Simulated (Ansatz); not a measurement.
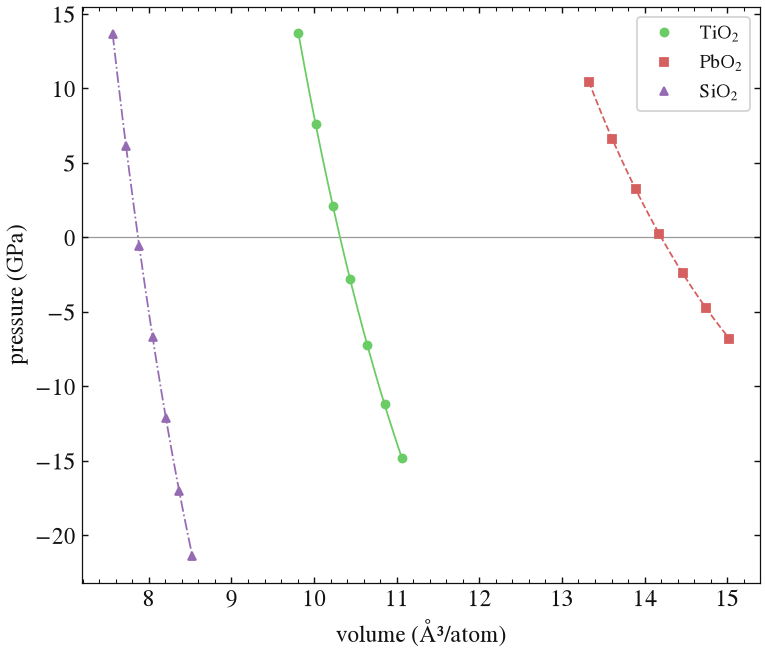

Figure. Pressure against volume, with one curve for each compound, for PbO₂, SiO₂ and TiO₂ (all in space group P4_2/mnm (No. 136)).

Settings that differ: TiO2: k mesh 6×6×9; PbO2: k mesh 6×6×8; SiO2: k mesh 6×6×10.

The fitted equilibrium volumes, smallest first, are SiO₂ 7.869, TiO₂ 10.314, PbO₂ 14.201 Å³/atom. The fitted bulk moduli, smallest first, are PbO₂ 139.2, TiO₂ 245.6, SiO₂ 315.6 GPa. For TiO₂, the pressure falls from 13.71 GPa at volume 9.81 Å³/atom to −14.80 GPa at 11.06 Å³/atom, and changes sign near 10.32 Å³/atom. For PbO₂, the pressure falls from 10.46 GPa at volume 13.32 Å³/atom to −6.80 GPa at 15.03 Å³/atom, and changes sign near 14.20 Å³/atom. For SiO₂, the pressure falls from 13.65 GPa at volume 7.5618 Å³/atom to −21.42 GPa at 8.5271 Å³/atom, and changes sign near 7.87 Å³/atom.

Calculation (Ansatz 0.2.0): all-electron LAPW DFT, no spin polarisation; energies at scaled volumes of the given cell, shape and fractions fixed, counted from the fit's minimum, third-order Birch-Murnaghan fit. Level: PBEsol.

- occupations: Fermi–Dirac
- smearing width: 0.05 eV
- potentials: all electron LAPW, scalar relativistic

Caveats: spin-orbit coupling left out, heavy elements (PbO2); shape and atomic fractions are frozen while scaling, which makes layered, chain and framework solids too stiff.
